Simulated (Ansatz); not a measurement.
# SnO2: what the fields show

```
Sn O
1.0
     5.14830    0.00000    0.00000
     0.00000    5.14830    0.00000
     0.00000    0.00000    5.14830
Sn O
4 8
Direct
  0.00000 0.00000 0.00000
  0.50000 0.50000 0.00000
  0.50000 0.00000 0.50000
  0.00000 0.50000 0.50000
  0.75000 0.25000 0.25000
  0.25000 0.75000 0.25000
  0.25000 0.25000 0.75000
  0.75000 0.75000 0.75000
  0.25000 0.25000 0.25000
  0.75000 0.75000 0.25000
  0.75000 0.25000 0.75000
  0.25000 0.75000 0.75000
```

Space group Fm-3m; a structure from a database of computed crystals, not necessarily the ambient phase.

These are results of Ansatz 0.2.0, Kohn-Sham DFT of a periodic cell, PBE, Ansatz PAW, not measurements.

Core electrons are frozen (PAW), and the valence fields are smoothed inside the atomic spheres.

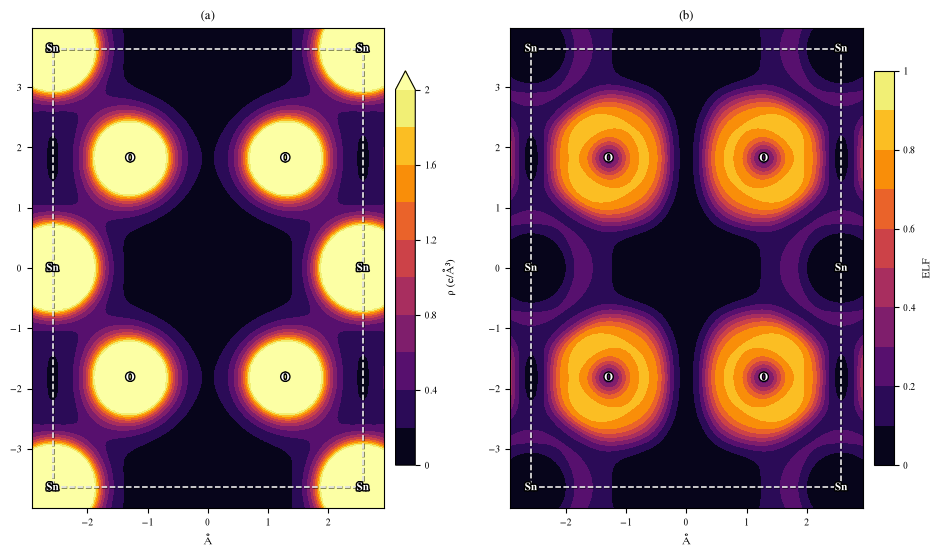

Figure 1. (a) valence electron density; (b) ELF on the (110) plane of the conventional cell.

Q: What do the fields say about this system?

A:
- The plane passes through Sn and O nuclei.
- Sn–O (2.23 Å): ρ is about 0.47 e/Å³ halfway; the ELF peaks at about 0.85 in the valence shell of O, 0.6 Å from its nucleus, and is about 0.25 at the midpoint (no shared electron pair shows on this line).
- Between the atoms the lowest density in this plane is 0.01 e/Å³.

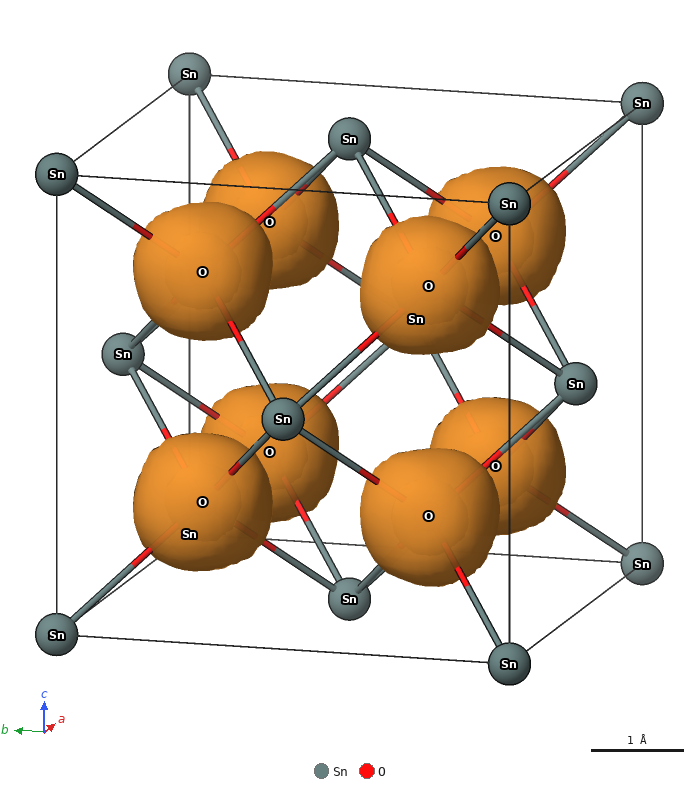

Figure 2. Isosurface of the ELF at 0.75 (orange), seen at an oblique angle. Only the valence region is drawn (cores and ρ < 0.01 e/Å³ removed). Sticks mark near contacts.

Q: Identify the bonds, lone pairs and shells in this picture.

A: The surface consists of eight regions wrapped around O (the valence shell of each), counted in one cell of 12 atoms. Any copies at cell faces, edges or corners count once.
